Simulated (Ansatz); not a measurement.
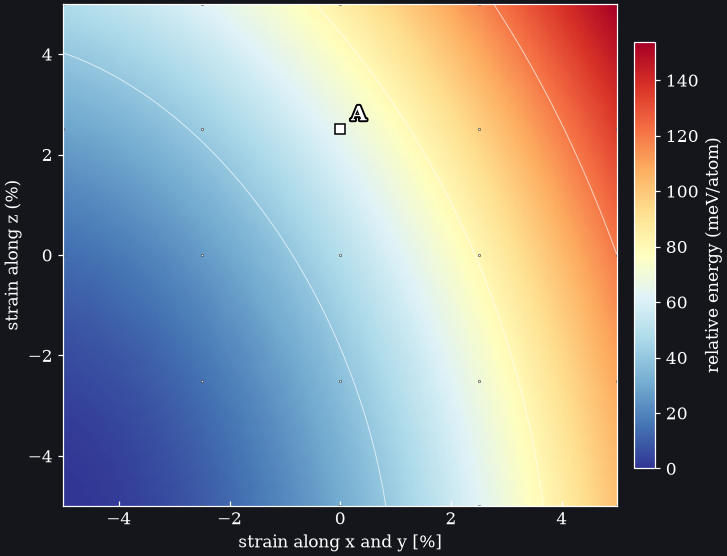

KCl (Pm-3m, No. 221; 2 atoms in the cell). The cell is strained homogeneously, by one strain along x and y and another along z, with fractional coordinates fixed (x, y and z along the cube axes). Coordinates scanned: (1) strain along x and y; (2) strain along z. Grid: 5 × 5 points. Points are written as (first, second). All energies are given in meV/atom relative to the lowest grid point. The reference cell is the one listed in the database, not relaxed at this level. Theory: DFT LDA, scalar-relativistic, plane waves, PAW in Ansatz 0.2.0. Settings: cutoff 420 eV, k-mesh 6×6×6, gaussian smearing 0.05 eV, no spin polarisation.

In the figure: a smooth colour map with a few white contour lines, dots at the grid points, the point A. Between grid points the surface is interpolated.

Q: Which way does the force act at A, and how strong is it?

A: A, at (0.0 %, 2.5 %), is not a stationary point. The computed force is 11 meV/atom for each 1 % towards smaller values of strain along x and y and 7.2 meV/atom for each 1 % towards smaller values of strain along z.
